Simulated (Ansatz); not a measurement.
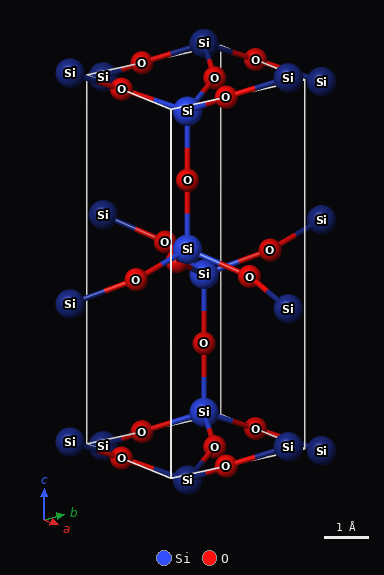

This ball-and-stick model is shown slightly off an axis. Thin lines show the conventional unit cell, with boundary atoms drawn in all their periodic places. The first bonded neighbours in the surrounding cells are also shown, in fainter colours.

In words:

- The material is SiO2.
- Space group: P6_322 (No. 182). Lattice: primitive hexagonal.
- The cell has 12 atoms, namely 4 Si, 8 O.
- About every Si there are four O in a tetrahedral arrangement at about 1.6 Å. O is surrounded by two Si at about 1.6 Å.
- The bonds build a three-dimensional framework.

Starting structure: a structure listed in the Materials Project. Earlier steps of the study, as a rule a relaxation of our own, may have changed the cell and positions, so they can lie some per cent off the listed ones. It went into a calculation with Ansatz.
